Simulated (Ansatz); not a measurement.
# Sc₃Al: what the fields show

```
Sc Al
1.0
     4.32832    0.00000    0.00000
     0.00000    4.32832    0.00000
     0.00000    0.00000    4.32832
Sc Al
3 1
Direct
  0.50000 0.00000 0.50000
  0.00000 0.50000 0.50000
  0.50000 0.50000 0.00000
  0.00000 0.00000 0.00000
```

Space group Pm-3m; a structure from a database of computed crystals, not necessarily the ambient phase; changed on purpose from its base cell (functional r2SCAN, strained and moved within the space group); computed pressure about 5 GPa in this cell.

Theory: DFT r2SCAN, scalar-relativistic, plane waves, PAW in Ansatz 0.2.0.

In a PAW calculation such maps are meaningful between the atoms, not at the nuclei.

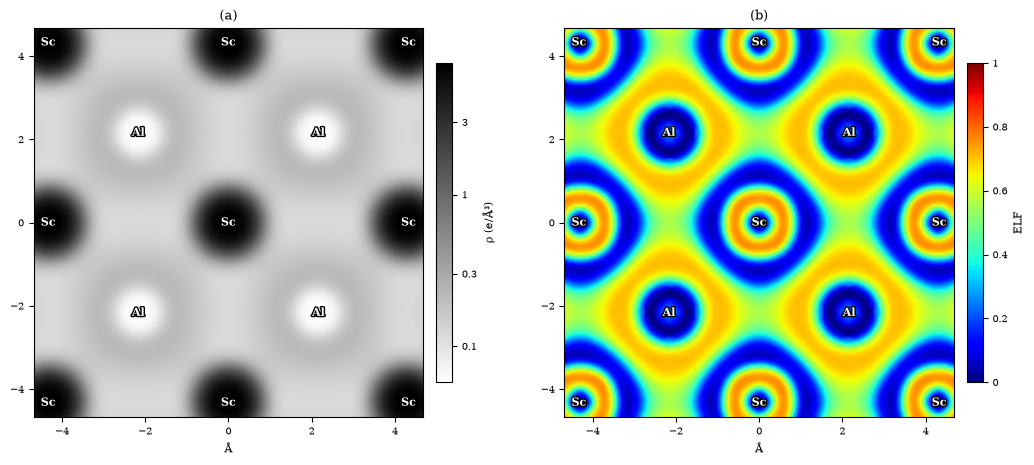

Figure 1. (a) valence pseudo-density; (b) electron localisation function on the (001) plane of the conventional cell.

Q: What do the fields say about this system?

A:
- The section cuts through Sc and Al sites.
- Sc–Al (3.06 Å): ρ at the midpoint is about 0.17 e/Å³; the ELF peaks at about 0.70 in the valence shell of Al, 1.1 Å from its nucleus, and is about 0.50 at the midpoint.
- Between the atoms the lowest density in this plane is 0.12 e/Å³.
- The features right at Sc lie inside the PAW spheres, where the map follows smoothed inner orbitals and isn't to be read closely.

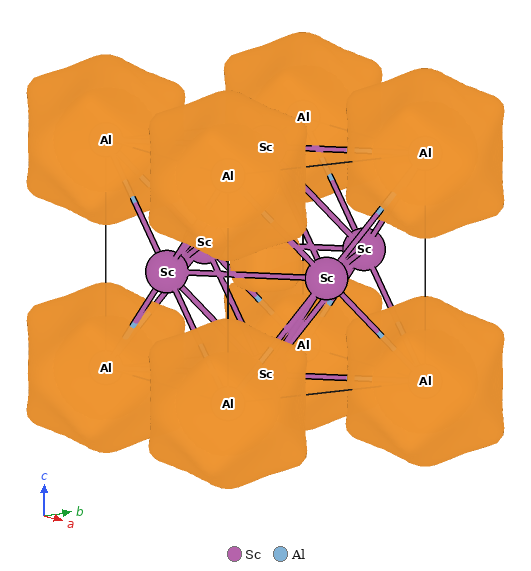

Figure 2. Isosurface of the electron localisation function at 0.65 (orange), seen at an oblique angle. Core shells and regions of very low density are left out. Sticks mark near contacts.

Q: Where are the electrons localised?

A: At this value the surface marks out one region wrapped around Al (its valence shell) and one pocket between the atoms, centred on no nucleus (multi-centre or interstitial), counted in one cell of 4 atoms. Any copies at cell faces, edges or corners count once. Along the contacts the grid gives the following. Sc–Sc (3.06 Å): the ELF is about 0.15 at the midpoint: no localised pair shows between them.

Q: Metal or insulator at this level of theory?

A: It is metallic or semimetallic at this level of theory: no gap opens.
